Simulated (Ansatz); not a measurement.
## W16S33: geometry relaxation (part 1 of 4)

- system: W16S33 (defect cell, 49 atoms in the cell)
- method: DFT PBE, scalar-relativistic, plane waves, PAW, no spin polarisation (Ansatz 0.2.0)

The structure derives from a Materials Project entry. It belongs to a series of runs on one base structure; here: S interstitial, charge +0, atoms relaxed at the host's cell.

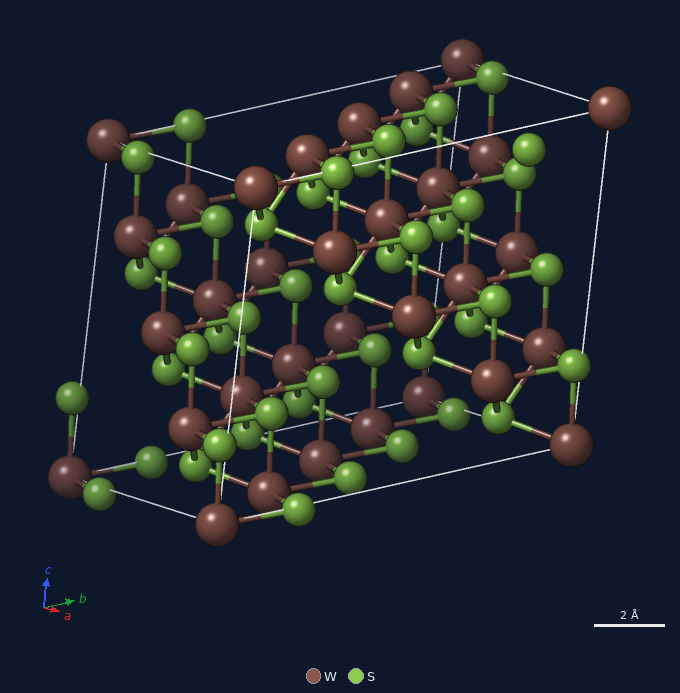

Figure 1. The input geometry (ball-and-stick view of the cell of the calculation, seen slightly off an axis). An atom can appear more than once, as a periodic image.

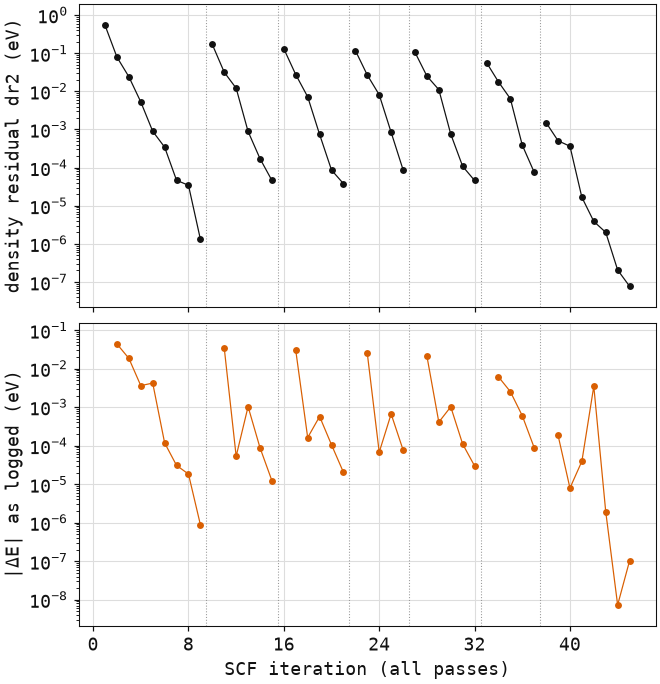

Figure 2. Convergence of the self-consistent field: density residual dr2 and size of the energy change against the SCF iteration. The dotted lines part the SCF passes of the relaxation: geometry steps, rejected trials and re-solves on a re-selected basis. The 7 passes take 5 to 9 iterations each, 45 in all.

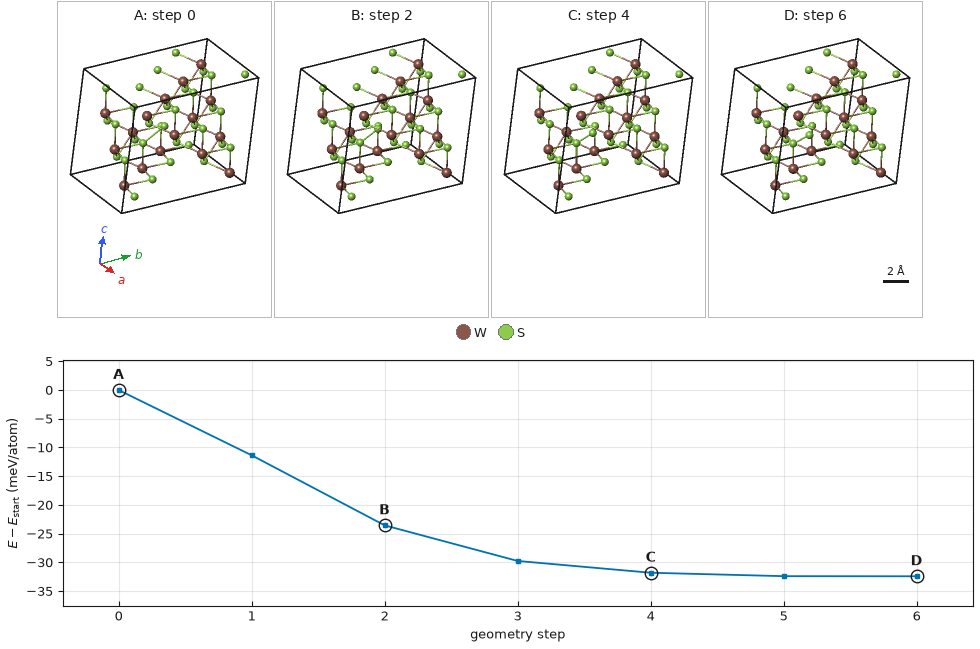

Figure 3. Frames of the relaxation (ball-and-stick view of the cell of the calculation (origin shifted), seen slightly off an axis) above the curves, on which the letters mark them (the first geometry is step 0 here and step 1 in the log).

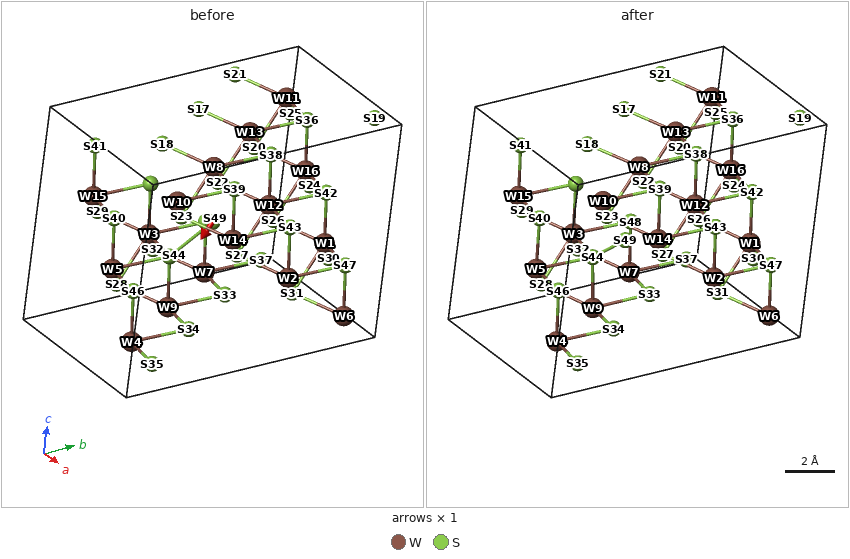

Figure 4. Before (left) and after (right) the relaxation, at one scale (ball-and-stick view of the cell of the calculation (origin shifted), seen slightly off an axis). The red arrows give the displacements, at true length. S49 moves most: 0.89 Å. By element the largest moves are S 0.89 Å, W 0.07 Å. The cell stays as it was. Distances before and after: S44–S49 2.512 → 1.940 Å, W3–S44 2.420 → 2.396 Å, W13–S22 2.420 → 2.410 Å, W13–S38 2.420 → 2.426 Å. Among the angles that change: W3–S44–S49 114.5° → 128.1°, W5–S44–S49 136.8° → 128.4°, S28–W5–S44 81.0° → 77.6°. The energy falls by 32.4 meV per atom in 6 geometry steps. The largest force component goes from 2.8 to 0.01 eV/Å. (Atoms are counted from 1 in the order of the input.)

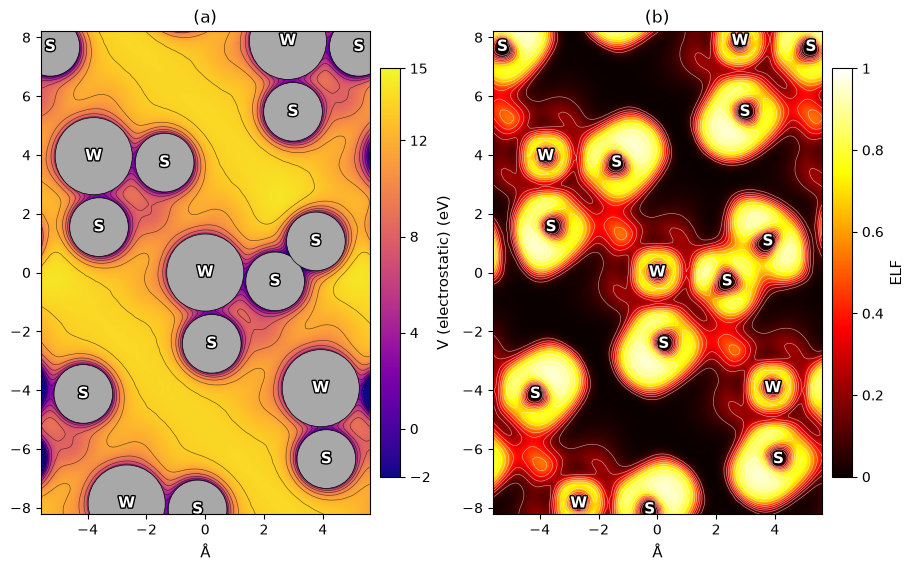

Figure 5. (a) electrostatic potential energy of an electron; (b) ELF on the (101̄) plane of the calculation cell. Grey discs, where drawn, cover atomic cores. S–S (1.94 Å): the ELF peaks at about 0.85 between the atoms (a covalent bond). W–S (2.40 Å): the ELF is about 0.45 at the midpoint. The ELF has a maximum of about 0.55 in the space between the atoms. The strong features right at W lie inside the PAW spheres (semicore, d or f shells) and say nothing about bonding. Outside the cores the potential energy rises away from the atoms and is highest about 1.9 Å from the nearest atoms; outside the discs it spans about 16 eV, and its zero is arbitrary. In a PAW calculation such maps are meaningful between the atoms, not at the nuclei.

These pictures come from the run below.

### Input file
```yaml
crystal:
  lattice:
    - [0.0, 7.3617871071, -7.4744493696]
    - [6.375494652, -3.6808935536, -7.4744493696]
    - [-6.375494652, -3.6808935536, -7.4744493696]
  atoms:
    - { symbol: W, position: [0.9993225509, 0.2493225509, 0.7493225509] }
    - { symbol: W, position: [0.2493225509, 0.9993225509, 0.7493225509] }
    - { symbol: W, position: [0.4993225509, 0.7493225509, 0.7493225509] }
    - { symbol: W, position: [0.9993225509, 0.4993225509, 0.4993225509] }
    - { symbol: W, position: [0.7493225509, 0.4993225509, 0.7493225509] }
    - { symbol: W, position: [0.2493225509, 0.2493225509, 0.4993225509] }
    - { symbol: W, position: [0.4993225509, 0.9993225509, 0.4993225509] }
    - { symbol: W, position: [0.9993225509, 0.7493225509, 0.2493225509] }
    - { symbol: W, position: [0.7493225509, 0.7493225509, 0.4993225509] }
    - { symbol: W, position: [0.2493225509, 0.4993225509, 0.2493225509] }
    - { symbol: W, position: [0.4993225509, 0.2493225509, 0.2493225509] }
    - { symbol: W, position: [0.9993225509, 0.9993225509, 0.9993225509] }
    - { symbol: W, position: [0.7493225509, 0.9993225509, 0.2493225509] }
    - { symbol: W, position: [0.2493225509, 0.7493225509, 0.9993225509] }
    - { symbol: W, position: [0.4993225509, 0.4993225509, 0.9993225509] }
    - { symbol: W, position: [0.7493225509, 0.2493225509, 0.9993225509] }
    - { symbol: S, position: [0.5959257297, 0.8459257297, 0.3459257297] }
    - { symbol: S, position: [0.8459257297, 0.5959257297, 0.3459257297] }
    - { symbol: S, position: [0.0959257297, 0.3459257297, 0.3459257297] }
    - { symbol: S, position: [0.5959257297, 0.0959257297, 0.0959257297] }
    - { symbol: S, position: [0.3459257297, 0.0959257297, 0.3459257297] }
    - { symbol: S, position: [0.8459257297, 0.8459257297, 0.0959257297] }
    - { symbol: S, position: [0.0959257297, 0.5959257297, 0.0959257297] }
    - { symbol: S, position: [0.5959257297, 0.3459257297, 0.8459257297] }
    - { symbol: S, position: [0.3459257297, 0.3459257297, 0.0959257297] }
    - { symbol: S, position: [0.8459257297, 0.0959257297, 0.8459257297] }
    - { symbol: S, position: [0.0959257297, 0.8459257297, 0.8459257297] }
    - { symbol: S, position: [0.5959257297, 0.5959257297, 0.5959257297] }
    - { symbol: S, position: [0.3459257297, 0.5959257297, 0.8459257297] }
    - { symbol: S, position: [0.8459257297, 0.3459257297, 0.5959257297] }
    - { symbol: S, position: [0.0959257297, 0.0959257297, 0.5959257297] }
    - { symbol: S, position: [0.3459257297, 0.8459257297, 0.5959257297] }
    - { symbol: S, position: [0.7360517194, 0.9860517194, 0.4860517194] }
    - { symbol: S, position: [0.9860517194, 0.7360517194, 0.4860517194] }
    - { symbol: S, position: [0.2360517194, 0.4860517194, 0.4860517194] }
    - { symbol: S, position: [0.7360517194, 0.2360517194, 0.2360517194] }
    - { symbol: S, position: [0.4860517194, 0.2360517194, 0.4860517194] }
    - { symbol: S, position: [0.9860517194, 0.9860517194, 0.2360517194] }
    - { symbol: S, position: [0.2360517194, 0.7360517194, 0.2360517194] }
    - { symbol: S, position: [0.7360517194, 0.4860517194, 0.9860517194] }
    - { symbol: S, position: [0.4860517194, 0.4860517194, 0.2360517194] }
    - { symbol: S, position: [0.9860517194, 0.2360517194, 0.9860517194] }
    - { symbol: S, position: [0.2360517194, 0.9860517194, 0.9860517194] }
    - { symbol: S, position: [0.7360517194, 0.7360517194, 0.7360517194] }
    - { symbol: S, position: [0.4860517194, 0.7360517194, 0.9860517194] }
    - { symbol: S, position: [0.9860517194, 0.4860517194, 0.7360517194] }
    - { symbol: S, position: [0.2360517194, 0.2360517194, 0.7360517194] }
    - { symbol: S, position: [0.4860517194, 0.9860517194, 0.7360517194] }
    - { symbol: S, position: [0.78125, 0.875, 0.875] }
  host:
    lattice:
      - [1.593873663, 0.9202233884, 7.4744493696]
      - [-1.593873663, 0.9202233884, 7.4744493696]
      - [0.0, -1.8404467768, 7.4744493696]
    atoms:
      - { symbol: W, position: [0.0006774491, 0.0006774491, 0.0006774491] }
      - { symbol: S, position: [0.4040742703, 0.4040742703, 0.4040742703] }
      - { symbol: S, position: [0.2639482806, 0.2639482806, 0.2639482806] }
basis:
  ecutwfc: 420
  xc_grid: 2
kpoints:
  mp_grid: { grid: [2, 2, 2], shift: [0.5, 0.5, 0.5] }
hamiltonian:
  xc: pbe
scf:
  occupations: { method: gaussian, width: 0.01 }
output:
  forces: true
  stress: false
  eigenvalues: true
  charged_corrections:
    defect_position: [0.78125, 0.875, 0.875]
    epsilon: [[11.5894, 0.0, 0.0], [0.0, 11.5894, 0.0], [0.0, 0.0, 3.2073]]
  write_density: true
  write_potential: true
  elf: true
  volumetric_format: npy
relax:
  adjacent_minimum: "off"
  f_tol: 0.025
  max_steps: 45
```

Command:
```bash
ansatz run input.yaml --threads 4 --pin off --max-ram 10240MiB --backend cpu --events-out ev --progress --plain --runs-dir out
```

### Log
```
Engine: ansatz 0.2.0, x86_64-unknown-linux-gnu
Pseudopotentials: kind: paw
Pseudopotential: W, paw, valence charge 14, recommended cutoff 420 eV (normal), W.paw.azcp
Pseudopotential: S, paw, valence charge 6, recommended cutoff 420 eV (normal), S.paw.azcp
Functional definition: PBE
  parameter kappa = 0.804
  parameter beta = 0.06672455060314922
  exchange = pbe_x(kappa = kappa, mu = beta*pi^2/3)
  correlation = pbe_c(beta = beta)
Crystal: 49 atoms, lattice volume = 1052.441 Å³
Basis set: ecut = 420 eV, 20557 PW (Γ), exchange–correlation on 144×144×144 points (8 copies of the dense FFT grid, shifted against one another)
Bands: 260, of which v1, the nominal top of the filled ones, is band 211 counted from 1 (210 counted from 0)
Symmetry: 2 space group operations
Space group: Cm (ITA 8), of the structure as read, at distance tolerance 1.0e-4 Å
k-points: 3 of 8 (time reversal used)
Non-local potential: W, projectors of the file, l = 0: 3, l = 1: 2, l = 2: 2, l = 3: 1
Non-local potential: S, projectors of the file, l = 0: 2, l = 1: 2, l = 2: 2
PAW form: soft (Blöchl's): semilocal exchange-correlation on the pseudo side does not see the compensation charge
PAW one-centre angular grid: W, 590 points (default); XC on 64 Gauss nodes
PAW one-centre angular grid: S, 110 points (default); XC on 64 Gauss nodes
Initial density: superposition of atomic densities (neutral atoms: chi_scale 0, normalization atom), corrected by the library's trained network
Initial wavefunctions: pseudopotential atomic-orbital guess
Functional: x = pbe(κ = 0.804, μ = 0.2195149727645171), c = pbe(β = 0.06672455060314922)
SCF iter   1: F=—  HF=-195962.051517 eV  |F-HF|=—  |Δ(HF+E_count)|=         —  Δρ=6.65e-3  dr2=5.43e-1  ethr=1.77e-3  ⟨swp⟩=7.0  Hψ=3146  notcnv=0  defer=80
preconditioner: auto → Resta (q_TF=auto, 2.343 Å⁻¹)  ε∞=6.7  [insulator: Δε(μ)=0.394 eV  Ē_g=8.228 eV  σ=0.010 eV  W_gap=1.00  n_scr=226 (ndim 8)  ℏωp=19.6 eV  f_vac=0.174  D(μ)=0.00/eV (n_scr^D=0)  ε∞_Penn≈6.7]
SCF iter   2: F=—  HF=-195962.007801 eV  |F-HF|=—  |Δ(HF+E_count)|=   4.37e-2  Δρ=3.34e-3  dr2=7.93e-2  ethr=1.29e-4  ⟨swp⟩=2.0  Hψ=1263  notcnv=0  defer=126
SCF iter   3: F=—  HF=-195962.026261 eV  |F-HF|=—  |Δ(HF+E_count)|=   1.85e-2  Δρ=1.37e-3  dr2=2.42e-2  ethr=1.88e-5  ⟨swp⟩=2.7  Hψ=1112  notcnv=0  defer=126
SCF iter   4: F=—  HF=-195962.029878 eV  |F-HF|=—  |Δ(HF+E_count)|=   3.62e-3  Δρ=4.41e-4  dr2=5.28e-3  ethr=5.74e-6  ⟨swp⟩=3.0  Hψ=1025  notcnv=0  defer=126
SCF iter   5: F=—  HF=-195962.034098 eV  |F-HF|=—  |Δ(HF+E_count)|=   4.22e-3  Δρ=2.02e-4  dr2=8.98e-4  ethr=1.25e-6  ⟨swp⟩=2.0  Hψ=1125  notcnv=0  defer=126
SCF iter   6: F=—  HF=-195962.034215 eV  |F-HF|=—  |Δ(HF+E_count)|=   1.18e-4  Δρ=1.10e-4  dr2=3.44e-4  ethr=2.13e-7  ⟨swp⟩=3.0  Hψ=1002  notcnv=0  defer=126
SCF iter   7: F=—  HF=-195962.034246 eV  |F-HF|=—  |Δ(HF+E_count)|=   3.07e-5  Δρ=3.99e-5  dr2=4.64e-5  ethr=8.15e-8  ⟨swp⟩=2.0  Hψ=999  notcnv=0  defer=126
SCF iter   8: F=—  HF=-195962.034264 eV  |F-HF|=—  |Δ(HF+E_count)|=   1.83e-5  Δρ=3.29e-5  dr2=3.44e-5  ethr=3.70e-9  ⟨swp⟩=20.3  Hψ=8771  notcnv=0
SCF iter   9: F=-195962.034266 eV  HF=-195962.034265 eV  |F-HF|=9.41e-7  |Δ(HF+E_count)|=   8.85e-7  Δρ=7.99e-6  dr2=1.32e-6  ethr=3.70e-9  ⟨swp⟩=11.3  Hψ=6919  notcnv=0
SCF 1 converged in 9 iterations: F = -195962.034266 eV  dr2 = 1.32e-6
  greatest PAW one-centre occupation: 1.000 electrons in one spin orbital (limit 2), on the W atom at site 14 (counted from 0), in its partial waves of l = 0
relax step   1: F+E_penalty+E_count = -195962.03426592 eV  Δ(F+E_penalty+E_count) = +0.000e0 eV  max|allowed force component| = 2.808e0 eV/Å  Δτ_max = 0.0000 Å  (9 SCF iters, dr2 threshold 1.56e-5 eV, accepted)
Initial density: handed on by an earlier stage of this run
Initial wavefunctions: those handed on with the density
iter 1 solved again at ethr=4.03e-5 eV; its pass at ethr=3.10e-3 eV (dr2=1.70e-1 eV) is discarded
SCF iter   1: F=—  HF=-195962.625902 eV  |F-HF|=—  |Δ(HF+E_count)|=         —  Δρ=4.57e-3  dr2=1.70e-1  ethr=4.03e-5  ⟨swp⟩=2.0  Hψ=2743  notcnv=0  defer=126
preconditioner: auto → Resta (q_TF=auto, 2.343 Å⁻¹)  ε∞=6.6  [insulator: Δε(μ)=0.782 eV  Ē_g=8.261 eV  σ=0.010 eV  W_gap=1.00  n_scr=226 (ndim 8)  ℏωp=19.6 eV  f_vac=0.172  D(μ)=0.00/eV (n_scr^D=0)  ε∞_Penn≈6.6]
SCF iter   2: F=—  HF=-195962.591546 eV  |F-HF|=—  |Δ(HF+E_count)|=   3.44e-2  Δρ=2.23e-3  dr2=3.18e-2  ethr=4.03e-5  ⟨swp⟩=3.0  Hψ=1118  notcnv=0  defer=126
SCF iter   3: F=—  HF=-195962.591600 eV  |F-HF|=—  |Δ(HF+E_count)|=   5.31e-5  Δρ=6.93e-4  dr2=1.21e-2  ethr=7.54e-6  ⟨swp⟩=3.0  Hψ=1242  notcnv=0  defer=126
SCF iter   4: F=—  HF=-195962.590567 eV  |F-HF|=—  |Δ(HF+E_count)|=   1.03e-3  Δρ=2.69e-4  dr2=8.88e-4  ethr=2.88e-6  ⟨swp⟩=2.3  Hψ=982  notcnv=0  defer=126
SCF iter   5: F=—  HF=-195962.590656 eV  |F-HF|=—  |Δ(HF+E_count)|=   8.84e-5  Δρ=8.86e-5  dr2=1.72e-4  ethr=2.10e-7  ⟨swp⟩=2.0  Hψ=1044  notcnv=0  defer=126
SCF iter   6: F=-195962.590656 eV  HF=-195962.590668 eV  |F-HF|=1.24e-5  |Δ(HF+E_count)|=   1.23e-5  Δρ=3.99e-5  dr2=4.60e-5  ethr=2.37e-8  ⟨swp⟩=20.3  Hψ=8493  notcnv=0
SCF 2 converged in 6 iterations: F = -195962.590656 eV  dr2 = 4.60e-5
  greatest PAW one-centre occupation: 1.000 electrons in one spin orbital (limit 2), on the W atom at site 7 (counted from 0), in its partial waves of l = 0
relax step   2: F+E_penalty+E_count = -195962.59065551 eV  Δ(F+E_penalty+E_count) = -5.564e-1 eV  max|allowed force component| = 2.757e0 eV/Å  Δτ_max = 0.1948 Å  (6 SCF iters, dr2 threshold 1.00e-4 eV, accepted)
SCF iter   1: F=—  HF=-195963.218482 eV  |F-HF|=—  |Δ(HF+E_count)|=         —  Δρ=4.03e-3  dr2=1.31e-1  ethr=3.28e-4  ⟨swp⟩=6.0  Hψ=1942  notcnv=0  defer=127
preconditioner: auto → Resta (q_TF=auto, 2.343 Å⁻¹)  ε∞=6.6  [insulator: Δε(μ)=1.347 eV  Ē_g=8.279 eV  σ=0.010 eV  W_gap=1.00  n_scr=226 (ndim 8)  ℏωp=19.6 eV  f_vac=0.172  D(μ)=0.00/eV (n_scr^D=0)  ε∞_Penn≈6.6]
SCF iter   2: F=—  HF=-195963.188768 eV  |F-HF|=—  |Δ(HF+E_count)|=   2.97e-2  Δρ=1.95e-3  dr2=2.75e-2  ethr=3.10e-5  ⟨swp⟩=3.0  Hψ=1326  notcnv=0  defer=127
SCF iter   3: F=—  HF=-195963.188607 eV  |F-HF|=—  |Δ(HF+E_count)|=   1.62e-4  Δρ=5.56e-4  dr2=7.20e-3  ethr=6.53e-6  ⟨swp⟩=3.3  Hψ=1477  notcnv=0  defer=127
SCF iter   4: F=—  HF=-195963.188036 eV  |F-HF|=—  |Δ(HF+E_count)|=   5.71e-4  Δρ=2.36e-4  dr2=7.40e-4  ethr=1.71e-6  ⟨swp⟩=2.0  Hψ=1042  notcnv=0  defer=127
SCF iter   5: F=—  HF=-195963.188140 eV  |F-HF|=—  |Δ(HF+E_count)|=   1.05e-4  Δρ=6.13e-5  dr2=8.61e-5  ethr=1.75e-7  ⟨swp⟩=2.0  Hψ=1062  notcnv=0  defer=127
SCF iter   6: F=-195963.188141 eV  HF=-195963.188161 eV  |F-HF|=1.96e-5  |Δ(HF+E_count)|=   2.03e-5  Δρ=3.60e-5  dr2=3.79e-5  ethr=2.04e-8  ⟨swp⟩=21.7  Hψ=8949  notcnv=0
SCF 3 converged in 6 iterations: F = -195963.188141 eV  dr2 = 3.79e-5
  greatest PAW one-centre occupation: 1.000 electrons in one spin orbital (limit 2), on the W atom at site 3 (counted from 0), in its partial waves of l = 0
relax step   3: F+E_penalty+E_count = -195963.18814106 eV  Δ(F+E_penalty+E_count) = -5.975e-1 eV  max|allowed force component| = 2.079e0 eV/Å  Δτ_max = 0.1950 Å  (6 SCF iters, dr2 threshold 1.00e-4 eV, accepted)
SCF iter   1: F=—  HF=-195963.517279 eV  |F-HF|=—  |Δ(HF+E_count)|=         —  Δρ=3.91e-3  dr2=1.18e-1  ethr=3.64e-4  ⟨swp⟩=6.0  Hψ=1933  notcnv=0  defer=127
preconditioner: auto → Resta (q_TF=auto, 2.343 Å⁻¹)  ε∞=6.6  [insulator: Δε(μ)=1.710 eV  Ē_g=8.294 eV  σ=0.010 eV  W_gap=1.00  n_scr=226 (ndim 8)  ℏωp=19.6 eV  f_vac=0.172  D(μ)=0.00/eV (n_scr^D=0)  ε∞_Penn≈6.6]
SCF iter   2: F=—  HF=-195963.492380 eV  |F-HF|=—  |Δ(HF+E_count)|=   2.49e-2  Δρ=1.97e-3  dr2=2.68e-2  ethr=2.81e-5  ⟨swp⟩=3.0  Hψ=1357  notcnv=0  defer=127
SCF iter   3: F=—  HF=-195963.492448 eV  |F-HF|=—  |Δ(HF+E_count)|=   6.75e-5  Δρ=5.60e-4  dr2=8.15e-3  ethr=6.35e-6  ⟨swp⟩=3.0  Hψ=1132  notcnv=0  defer=127
SCF iter   4: F=—  HF=-195963.491784 eV  |F-HF|=—  |Δ(HF+E_count)|=   6.64e-4  Δρ=2.27e-4  dr2=8.41e-4  ethr=1.93e-6  ⟨swp⟩=2.0  Hψ=1007  notcnv=0  defer=127
SCF iter   5: F=-195963.491859 eV  HF=-195963.491862 eV  |F-HF|=2.47e-6  |Δ(HF+E_count)|=   7.79e-5  Δρ=6.19e-5  dr2=8.81e-5  ethr=2.37e-8  ⟨swp⟩=20.7  Hψ=8661  notcnv=0
SCF 4 converged in 5 iterations: F = -195963.491859 eV  dr2 = 8.81e-5
relax step   4: F+E_penalty+E_count = -195963.49185944 eV  Δ(F+E_penalty+E_count) = -3.037e-1 eV  max|allowed force component| = 9.894e-1 eV/Å  Δτ_max = 0.2000 Å  (5 SCF iters, dr2 threshold 1.00e-4 eV, accepted)
```
